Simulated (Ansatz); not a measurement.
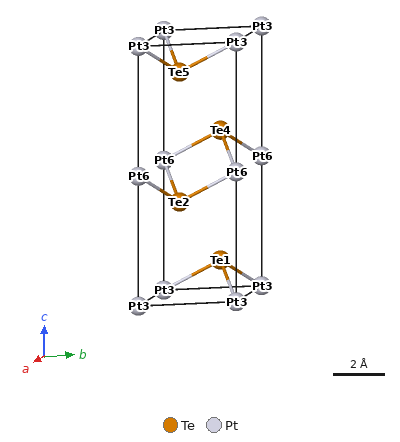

Figure 1. The input geometry (ball-and-stick view of the cell of the calculation, seen slightly off an axis; atoms are numbered from 1 in the order of the input).

Single-point calculation, with input and output: PtTe$_{2}$ (part 1 of 2)

- system: PtTe$_{2}$ (6 atoms in the cell)
- method: DFT LDA+U+J, non-collinear, scalar-relativistic, plane waves, PAW, U = 4 eV, J = 0.5 eV on Pt atom 3 d; U = 4 eV, J = 0.5 eV on Pt atom 6 d (Ansatz 0.2.0)

The structure derives from an entry of the Crystallography Open Database. It belongs to a series of runs on one base structure; here: canted directions free. Figures and captions count atoms from 1; the log counts them from 0 in places.

What the program printed:
```
Te: projections on atomic orbitals take those of the free atom [Kr] 4d10 5s2 5p4, of charge +0.00 (hamiltonian.pseudopotentials.projection_atoms); the dataset's partial waves leave at most 7.8e-6 of an orbital's norm unspanned inside its sphere
Pt: projections on atomic orbitals take those of the free atom [Kr 4d10 4f14] 5s2 5p6 5d9 6s1, of charge +0.00 (hamiltonian.pseudopotentials.projection_atoms); the dataset's partial waves leave at most 9.1e-5 of an orbital's norm unspanned inside its sphere
Engine: ansatz 0.2.0, x86_64-unknown-linux-gnu
Pseudopotentials: kind: paw
Pseudopotential: Te, paw, valence charge 16, recommended cutoff 420 eV (normal), Te.paw.azcp
Pseudopotential: Pt, paw, valence charge 18, recommended cutoff 420 eV (normal), Pt.paw.azcp
Functional definition: SPW92
  exchange = slater_x
  correlation = pw_c
Crystal: 6 atoms, lattice volume = 145.742 Å³
Basis set: ecut = 420 eV, 2855 PW (Γ)
Bands: 120, of which v1, the nominal top of the filled ones, is band 100 counted from 1 (99 counted from 0)
Symmetry: 2 space group operations
Magnetic group: BNS 2.4 (UNI 4), of the structure as read, at distance tolerance 5.3e-5 Å
k-points: 40 of 72
Non-local potential: Te, projectors of the file, l = 0: 2, l = 1: 2, l = 2: 2, l = 3: 2
Non-local potential: Pt, projectors of the file, l = 0: 3, l = 1: 2, l = 2: 2, l = 3: 1
PAW form: soft (Blöchl's): semilocal exchange-correlation on the pseudo side does not see the compensation charge
PAW frozen core: Te, regenerated for the run's functional, and the local potential with it (the file was generated under x = pbe(κ = 0.804, μ = 0.2195149727645171), c = pbe(β = 0.06672455060314922))
PAW frozen core: Pt, regenerated for the run's functional, and the local potential with it (the file was generated under x = pbe(κ = 0.804, μ = 0.2195149727645171), c = pbe(β = 0.06672455060314922))
PAW one-centre angular grid: Te, 590 points (default); XC on 64 Gauss nodes
PAW one-centre angular grid: Pt, 590 points (default); XC on 64 Gauss nodes
Initial density: superposition of atomic densities (chi_scale 0.1, normalization cell)
Starting moments: Σ|m| = 8 μB on 2 of 6 sites
Initial wavefunctions: pseudopotential atomic-orbital guess
Functional: x = slater, c = lda
SCF iter   1: F=—  HF=-51787.460425 eV  |F-HF|=—  |Δ(HF+E_count)|=         —  Δρ=1.35e-1  dr2=7.18e0  dr2_m=9.79e0  ethr=3.10e-3  |M|=7.66e-1 ∫|m|=2.94e0 μB  |m|>n=0.0e0 m-floor=0.0e0 τ_xc=9.1e-17  β_m=0.30  ⟨swp⟩=6.0  Hψ=17527  notcnv=0  defer=88
preconditioner: auto → Kerker (q_TF=auto, 2.562 Å⁻¹)  [metal: Δε(μ)=0.032 eV  Ē_g=9.348 eV  σ=0.050 eV  W_gap=0.33  n_scr=50 (ndim 8)  ℏωp=20.4 eV  f_vac=0.006  D(μ)=2.00/eV (n_scr^D=4)]
spin=Noncollinear: Kerker preconditioning applied to the charge; magnetization (m_x, m_y, m_z) channels mix plain (no charge-response kernel on spin).
SCF iter   2: F=—  HF=-51787.423926 eV  |F-HF|=—  |Δ(HF+E_count)|=   3.65e-2  Δρ=1.04e-1  dr2=1.26e0  dr2_m=5.79e0  ethr=3.10e-3  |M|=5.90e-1 ∫|m|=2.41e0 μB  |m|>n=0.0e0 m-floor=0.0e0 τ_xc=5.2e-17  β_m=0.30  ⟨swp⟩=2.3  Hψ=6609  notcnv=0  defer=491
SCF iter   3: F=—  HF=-51787.839373 eV  |F-HF|=—  |Δ(HF+E_count)|=   4.15e-1  Δρ=7.83e-2  dr2=1.72e-1  dr2_m=3.25e0  ethr=1.26e-3  |M|=5.66e-1 ∫|m|=2.04e0 μB  |m|>n=0.0e0 m-floor=0.0e0 τ_xc=3.1e-17  β_m=0.30  ⟨swp⟩=2.5  Hψ=6037  notcnv=0  defer=508
SCF iter   4: F=—  HF=-51788.189902 eV  |F-HF|=—  |Δ(HF+E_count)|=   3.51e-1  Δρ=5.68e-2  dr2=3.42e-2  dr2_m=1.71e0  ethr=1.72e-4  |M|=5.44e-1 ∫|m|=1.93e0 μB  |m|>n=0.0e0 m-floor=0.0e0 τ_xc=2.1e-17  β_m=0.30  ⟨swp⟩=3.0  Hψ=9022  notcnv=0  defer=510
SCF iter   5: F=—  HF=-51788.380371 eV  |F-HF|=—  |Δ(HF+E_count)|=   1.90e-1  Δρ=4.12e-2  dr2=1.06e-2  dr2_m=9.00e-1  ethr=3.42e-5  |M|=5.14e-1 ∫|m|=1.86e0 μB  |m|>n=0.0e0 m-floor=0.0e0 τ_xc=1.3e-17  β_m=0.30  ⟨swp⟩=2.0  Hψ=6005  notcnv=0  defer=510
SCF iter   6: F=—  HF=-51788.484727 eV  |F-HF|=—  |Δ(HF+E_count)|=   1.04e-1  Δρ=2.97e-2  dr2=8.93e-3  dr2_m=4.67e-1  ethr=1.06e-5  |M|=4.87e-1 ∫|m|=1.83e0 μB  |m|>n=0.0e0 m-floor=0.0e0 τ_xc=9.7e-18  β_m=0.30  ⟨swp⟩=2.0  Hψ=8431  notcnv=0  defer=510
SCF iter   7: F=—  HF=-51788.537607 eV  |F-HF|=—  |Δ(HF+E_count)|=   5.29e-2  Δρ=2.21e-2  dr2=1.46e-3  dr2_m=2.59e-1  ethr=8.93e-6  |M|=4.59e-1 ∫|m|=1.76e0 μB  |m|>n=0.0e0 m-floor=0.0e0 τ_xc=7.3e-18  β_m=0.30  ⟨swp⟩=2.2  Hψ=7026  notcnv=0  defer=494
Mixer restart at iter 7: flushing history
spin-set hold released at iteration 7 (site moments contracting): the magnetisation degrees of freedom join the quasi-Newton model from the next iteration; the mixer history was flushed
SCF iter   8: F=—  HF=-51788.567848 eV  |F-HF|=—  |Δ(HF+E_count)|=   3.02e-2  Δρ=1.62e-2  dr2=1.42e-3  dr2_m=1.39e-1  ethr=1.46e-6  |M|=4.39e-1 ∫|m|=1.73e0 μB  |m|>n=0.0e0 m-floor=0.0e0 τ_xc=5.9e-18  β_m=0.65  ⟨swp⟩=2.0  Hψ=5897  notcnv=0  defer=494
SCF iter   9: F=—  HF=-51788.603468 eV  |F-HF|=—  |Δ(HF+E_count)|=   3.56e-2  Δρ=3.99e-4  dr2=2.62e-4  dr2_m=6.26e-5  ethr=1.42e-6  |M|=3.83e-1 ∫|m|=1.63e0 μB  |m|>n=0.0e0 m-floor=0.0e0 τ_xc=3.0e-18  β_m=0.65  ⟨swp⟩=3.0  Hψ=9162  notcnv=0  defer=494
Mixer restart at iter 9: flushing history
SCF iter  10: F=—  HF=-51788.639916 eV  |F-HF|=—  |Δ(HF+E_count)|=         —  Δρ=3.84e-4  dr2=2.80e-4  dr2_m=7.19e-5  ethr=2.62e-7  |M|=3.82e-1 ∫|m|=1.63e0 μB  |m|>n=0.0e0 m-floor=0.0e0 τ_xc=3.0e-18  β_m=0.65  ⟨swp⟩=1.1  Hψ=4928  notcnv=0  defer=494
SCF iter  11: F=—  HF=-51796.716884 eV  |F-HF|=—  |Δ(HF+E_count)|=    8.08e0  Δρ=1.47e-2  dr2=6.02e-1  dr2_m=1.00e-1  ethr=2.62e-7  |M|=1.95e-1 ∫|m|=8.53e-1 μB  |m|>n=0.0e0 m-floor=0.0e0 τ_xc=2.9e-18  β_m=0.34  ⟨swp⟩=5.0  Hψ=12560  notcnv=0  defer=488
SCF iter  12: F=—  HF=-51797.720358 eV  |F-HF|=—  |Δ(HF+E_count)|=    1.00e0  Δρ=1.07e-2  dr2=1.18e-1  dr2_m=6.33e-2  ethr=2.62e-7  |M|=1.34e-1 ∫|m|=6.06e-1 μB  |m|>n=0.0e0 m-floor=0.0e0 τ_xc=1.6e-18  β_m=0.78  ⟨swp⟩=4.1  Hψ=15062  notcnv=0  defer=496
SCF iter  13: F=—  HF=-51798.345200 eV  |F-HF|=—  |Δ(HF+E_count)|=   6.25e-1  Δρ=4.17e-3  dr2=4.43e-3  dr2_m=9.88e-3  ethr=2.62e-7  |M|=2.43e-2 ∫|m|=1.31e-1 μB  |m|>n=0.0e0 m-floor=0.0e0 τ_xc=1.7e-19  β_m=0.89  ⟨swp⟩=4.8  Hψ=14789  notcnv=0  defer=496
SCF iter  14: F=—  HF=-51798.356141 eV  |F-HF|=—  |Δ(HF+E_count)|=   1.09e-2  Δρ=6.37e-4  dr2=1.14e-3  dr2_m=2.14e-4  ethr=2.62e-7  |M|=2.26e-3 ∫|m|=2.13e-2 μB  |m|>n=0.0e0 m-floor=0.0e0 τ_xc=4.1e-21  β_m=0.94  ⟨swp⟩=3.0  Hψ=10830  notcnv=0  defer=492
SCF iter  15: F=—  HF=-51798.356275 eV  |F-HF|=—  |Δ(HF+E_count)|=   1.34e-4  Δρ=1.35e-4  dr2=8.09e-5  dr2_m=2.08e-6  ethr=2.62e-7  |M|=2.85e-4 ∫|m|=2.34e-3 μB  |m|>n=0.0e0 m-floor=0.0e0 τ_xc=1.1e-22  β_m=0.96  ⟨swp⟩=2.2  Hψ=8157  notcnv=0  defer=492
SCF iter  16: F=—  HF=-51798.356381 eV  |F-HF|=—  |Δ(HF+E_count)|=   1.07e-4  Δρ=6.45e-5  dr2=1.63e-5  dr2_m=1.88e-7  ethr=8.09e-8  |M|=2.03e-4 ∫|m|=4.10e-4 μB  |m|>n=0.0e0 m-floor=0.0e0 τ_xc=4.0e-24  β_m=0.98  ⟨swp⟩=3.0  Hψ=7874  notcnv=0  defer=492
SCF iter  17: F=—  HF=-51798.356378 eV  |F-HF|=—  |Δ(HF+E_count)|=   3.83e-6  Δρ=1.46e-5  dr2=9.49e-7  dr2_m=7.42e-8  ethr=1.63e-8  |M|=1.45e-5 ∫|m|=4.54e-4 μB  |m|>n=0.0e0 m-floor=0.0e0 τ_xc=2.1e-24  β_m=0.99  ⟨swp⟩=2.0  Hψ=6008  notcnv=0  defer=492
SCF iter  18: F=—  HF=-51798.356378 eV  |F-HF|=—  |Δ(HF+E_count)|=   3.96e-8  Δρ=7.09e-6  dr2=1.58e-7  dr2_m=1.23e-9  ethr=9.49e-10  |M|=1.98e-5 ∫|m|=5.37e-5 μB  |m|>n=0.0e0 m-floor=0.0e0 τ_xc=3.9e-26  β_m=0.99  ⟨swp⟩=2.0  Hψ=5742  notcnv=0  defer=492
iter 19 did not close the SCF: its close was put off for a magnetic moment that had not settled (scf_convergence_deferred on its scf_iter line)
SCF iter  19: F=-51798.356378 eV  HF=-51798.356378 eV  |F-HF|=7.87e-9  |Δ(HF+E_count)|=   2.10e-8  Δρ=2.41e-6  dr2=1.56e-8  dr2_m=1.16e-10  ethr=1.00e-10  |M|=2.36e-6 ∫|m|=1.80e-5 μB  |m|>n=0.0e0 m-floor=0.0e0 τ_xc=5.0e-28  β_m=1.00  ⟨swp⟩=16.1  Hψ=33705  notcnv=0
SCF iter  20: F=-51798.356378 eV  HF=-51798.356378 eV  |F-HF|=6.48e-10  |Δ(HF+E_count)|=   1.97e-9  Δρ=9.03e-7  dr2=2.04e-9  dr2_m=1.56e-11  ethr=1.56e-11  |M|=1.57e-7 ∫|m|=6.11e-6 μB  |m|>n=0.0e0 m-floor=0.0e0 τ_xc=6.5e-29  ⟨swp⟩=5.0  Hψ=25715  notcnv=0
WARN: the starting moments were not kept: the SCF closed with an absolute magnetisation of 6.1e-6 μB, where they sum to 8 μB in size (2 sites). That is at most 0.1 of that sum. Measured as dr2_m measures the in/out step, that magnetisation stands 4.1e-12 eV from none, at or under the dr2_threshold of 1.0e-7 eV: it is no larger than a step whose dr2_m would equal this threshold. The system may hold no moment; this SCF shows only that its start led to no more than that. To try another start: raise the starting moments (crystal.atoms[].spin, magnetization.per_species, magnetization.initial_magnetization, or on a non-collinear deck that types none of these the spinor_matrix: blocks that start its atoms; where the total moment is fixed, keep their sum and leave initial_magnetization as it is; typed ones take the place of any that the run laid by itself, positive ones on a crystal's lanthanoids without a Hubbard term where scf.initial_density.shell_occupations: [] is typed) or, if the notice of its spin-set hold's release reads "site moments contracting" or "site moments show no strong build", lengthen the hold (scf.mixing.spin_hold: { on: { confirm: 4 } }; for m-r²SCAN on two components see the key's manual first). Each may lead to a state that holds a moment. A second SCF, from the converged charge density, with the starting moments and any scf.initial_density.shell_occupations laid on it anew, would have followed, and was not run: the deck does not ask for one (magnetization.retry_lost_moments is false, the default). To let it run, set magnetization.retry_lost_moments: true and run the deck again, where that key's refused combinations let it; where memory then withholds it, that run's warning says so.
WARN: hamiltonian.hubbard: on 2 of 2 specified blocks the occupation matrix of this SCF's result fails the test of the specified filling. At site 2 (sites count from 0 in the list of atoms of the cell that this SCF solves) the least filled combination of the orbitals specified full has occupation 0.800, and the fullest combination of the orbitals specified empty has occupation 0.978; the filling counts as kept where the first is at least 0.75 and exceeds the second by more than 0.25. The same holds at site 5. The state of this SCF's result may not hold the specified filling, though these bounds can also misjudge a state that does. This warning does not say which state is lower in energy, or whether the specified filling is a self-consistent state at all; see hamiltonian.hubbard.sites[].starting_ns, Limitations, and scf.initial_density.shell_occupations in the input reference
SCF 1 converged in 20 iterations: F = -51798.356378 eV  dr2 = 2.04e-9
  greatest PAW one-centre occupation: 1.000 electrons in one spin orbital (limit 2), on the Pt atom at site 5 (counted from 0), in its partial waves of l = 0
```

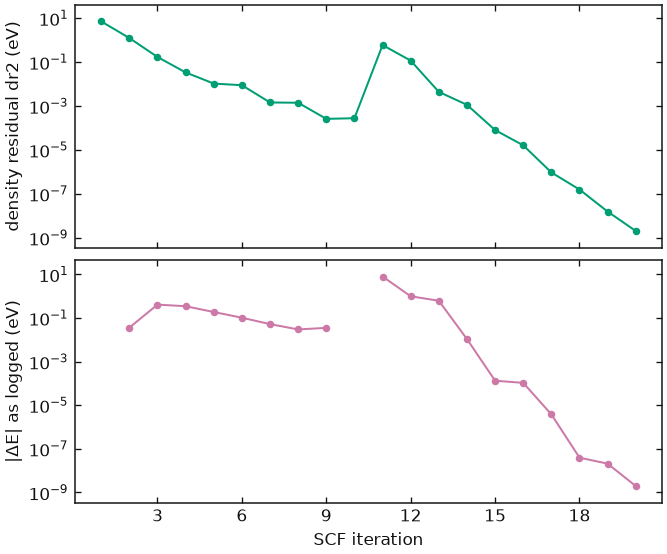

Figure 2. Convergence of the self-consistent field: density residual dr2 and size of the energy change against the SCF iteration. The residual comes down, with one marked jump up, by a factor of about 2 × 10³, at step 11.

```
SCF converged after 20 iterations
Magnetization: |M| = 0.0000 μB,  M = (-0.0000, -0.0000, -0.0000) μB
Absolute magnetization: 0.0000 μB (∫|m|, with the PAW one-centre terms)
  site 0: m = (+0.0000, +0.0000, -0.0000) μB, |m| = 0.0000 μB  (R = 1.10 Å)
  site 1: m = (-0.0000, -0.0000, +0.0000) μB, |m| = 0.0000 μB  (R = 1.10 Å)
  site 2: m = (-0.0000, -0.0000, +0.0000) μB, |m| = 0.0000 μB  (R = 1.10 Å)
  site 3: m = (-0.0000, -0.0000, +0.0000) μB, |m| = 0.0000 μB  (R = 1.10 Å)
  site 4: m = (+0.0000, +0.0000, -0.0000) μB, |m| = 0.0000 μB  (R = 1.10 Å)
  site 5: m = (+0.0000, -0.0000, -0.0000) μB, |m| = 0.0000 μB  (R = 1.10 Å)
Free energy (F): -51798.356378 eV
Harris-Foulkes:  -51798.356378 eV  (|F-HF|=6.48e-10)
Internal energy: -51798.353653 eV  (E = F + TS)
E sigma→0 (E₀):  -51798.355016 eV
Entropy (-TS):   -0.002724 eV (-0.454 meV/atom)
Fermi energy:    13.561077 eV
--- Per-component energies (eV) ---
  E_band       = -1431.376413
  E_kinetic    = 2016.900020
  E_local      = -9175.871351  (includes V_loc(G=0)·N_el)
  E_nonlocal   = -804.400705
  E_hartree    = 4857.209954
  E_xc         = -1021.438512
  E_vxc        = -1031.846417  (∫ρ·V_xc dr)
  E_hubbard    = 2.707915  (on-site DFT+U / exact-exchange correction)
  E_vhub       = -26.305177  (the Hubbard potential's part of the band-sum identity)
  E_paw        = -36398.265652  (= ΣΔE_a)
  E_vpaw       = -2124.270991  (= ΣTr[D̂ρ^β])
  E_aug_tail   = -0.000357  (compensation charges beyond the density's cutoff)
  E_ewald      = -11278.837349
  E_core_change = 3.642384  (= ΣΔE_core)
  E_smearing   = -0.002724  (= −TS)
  E_closure    = -0.000000  (closes the sum)
  Σ components = -51798.356378   (vs F -51798.356378, Δ=0.00e0)
--- DFT+U+J on-site energies (Liechtenstein; fll double counting; per corrected site; eV) ---
  site 2 (l=d): U=4.0000  J=0.5000  Tr N=9.0632  E_int=139.507286  E_dc=138.153329  E_U=1.353957
  site 5 (l=d): U=4.0000  J=0.5000  Tr N=9.0632  E_int=139.507286  E_dc=138.153329  E_U=1.353957
--- Hubbard shell moments (per corrected site; Tr N, ν in electrons; μ in μ_B) ---
  shell 0: Tr N=9.0632  μ_S=(-0.0000, -0.0000, +0.0000)  μ_L=(+0.0000, -0.0000, +0.0000)  μ=(-0.0000, -0.0000, +0.0000)  ν=0.0000 along (-0.355, -0.003, +0.935)
  shell 1: Tr N=9.0632  μ_S=(+0.0000, -0.0000, -0.0000)  μ_L=(+0.0000, -0.0000, +0.0000)  μ=(+0.0000, -0.0000, -0.0000)  ν=0.0000 along (+0.632, -0.002, -0.775)
--- Specified on-site occupations, and those of the state reported ---
  electrons in the specified blocks: 11.8000 specified, 18.1263 found
  site 2 (l=d): largest change of an orbital's occupation 0.9579; electrons 5.9000 specified, 9.0632 found; spectral distance 1.5597
  site 5 (l=d): largest change of an orbital's occupation 0.9579; electrons 5.9000 specified, 9.0632 found; spectral distance 1.5597
--- Forces (eV/Å), atoms counted from 1 ---
  atom   1  Te    -0.00000004    -0.00000011     0.61868958
  atom   2  Te     0.00000004     0.00000011    -0.61868960
  atom   3  Pt     0.00000000     0.00000000     0.00000000
  atom   4  Te    -0.00000004    -0.00000011     0.61868960
  atom   5  Te     0.00000004     0.00000011    -0.61868958
  atom   6  Pt     0.00000000     0.00000000     0.00000000
  max |Σ_I F_I| component: 0.00e0 eV/Å
--- Stress (GPa, compression-positive) ---
        1.399115       0.000000       0.000000
        0.000000       1.399115       0.000000
        0.000000       0.000000       0.763539
  P = ⅓ Tr σ = 1.1873 GPa (11.873 kbar)
--- Band table (eV; the first three rows and the last of 40) ---
  k-point 0: bands = ["-85.1275", "-85.1275", "-85.1275", "-85.1275", "-39.3491", "-39.3491", "-39.3491", "-39.3491", "-39.3491", "-39.3491", "-39.3491", "-39.3491", "-39.2221", "-39.2221", "-39.2221", "-39.2221", "-23.9494", "-23.9494", "-23.9494", "-23.9494", "-23.9398", "-23.9398", "-23.9398", "-23.9398", "-23.9388", "-23.9388", "-23.9388", "-23.9388", "-23.9351", "-23.9351", "-23.9340", "-23.9340", "-23.9328", "-23.9328", "-23.9318", "-23.9318", "-23.9300", "-23.9300", "-23.9300", "-23.9300", "-23.9291", "-23.9291", "-23.9291", "-23.9291", "-23.9279", "-23.9279", "-23.9279", "-23.9279", "-23.9207", "-23.9207", "-23.9207", "-23.9207", "-23.9186", "-23.9186", "-23.9186", "-23.9186", "-0.6870", "-0.6870", "0.0145", "0.0145", "1.1598", "1.1598", "2.7662", "2.7662", "6.3298", "6.3298", "6.9948", "6.9948", "6.9948", "6.9948", "7.0639", "7.0639", "7.0639", "7.0639", "7.9301", "7.9301", "8.5140", "8.5140", "8.5140", "8.5140", "8.5591", "8.5591", "8.5591", "8.5591", "10.1989", "10.1989", "11.2573", "11.2573", "12.0093", "12.0093", "12.4585", "12.4585", "12.4585", "12.4585", "13.0537", "13.0537", "13.0537", "13.0537", "14.6137", "14.6137", "14.6137", "14.6137", "14.9138", "14.9138", "15.7461", "15.7461", "15.7461", "15.7461", "16.3365", "16.3365", "17.7162", "17.7162", "17.8975", "17.8975", "18.7425", "18.7425", "18.7425", "18.7425", "19.4485", "19.4485"]
```
